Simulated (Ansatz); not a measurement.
Sb

Space group Pm-3m; the calculation finds a residual pressure of about −3 GPa at this fixed cell.

Input

```
crystal:
  lattice:
    - [3.16, 0.0, 0.0]
    - [0.0, 3.16, 0.0]
    - [0.0, 0.0, 3.16]
  atoms:
    - { symbol: Sb, position: [0.0, 0.0, 0.0] }
basis:
  ecutwfc: 500
  fft_grid_basis: typed
kpoints:
  mp_grid: { grid: [10, 10, 10] }
hamiltonian:
  xc: pbe
  pseudopotentials: { kind: paw }
scf:
  occupations: { method: gaussian, width: 0.05 }
output:
  forces: true
  stress: true
  eigenvalues: true
  bader: true
  write_density: true
  volumetric_format: npy
  elf: true
```

Launched as:

```sh
ansatz run input.yaml --threads 1 --pin off --max-ram 2560MiB --backend cpu --events-out ev --progress --plain --runs-dir out
```

The picture shows the conventional cell (a = 3.16 Å, b = 3.16 Å, c = 3.16 Å, α = 90.00°, β = 90.00°, γ = 90.00°).

Method: DFT PBE, scalar-relativistic, plane waves, PAW (Ansatz).

**Predict the deformation density (crystal less neutral atoms): where will charge gather?**

Sb–Sb (3.16 Å): Δρ is +0.05 e/Å³ at the midpoint.
Over the whole cell, outside the masked cores, the largest gain, 0.05 e/Å³, lies 1.6 Å from an antimony nucleus, and the largest loss lies at the edge of the masked core of Sb.
The rearranged charge, half the integral of |Δρ|, is about 0.13 e an atom.

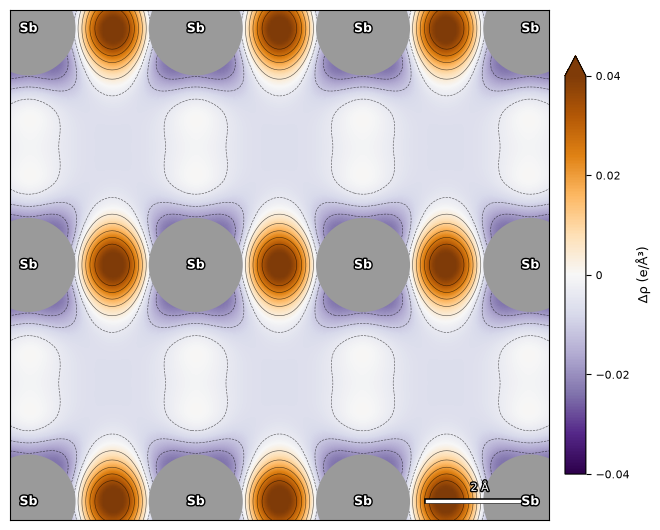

Computed deformation density: a map on the (011) plane of the conventional cell, with grey discs over the atomic cores.

Cores are masked to 0.9 Å (Sb).

In a PAW calculation such maps are meaningful between the atoms, not at the nuclei.
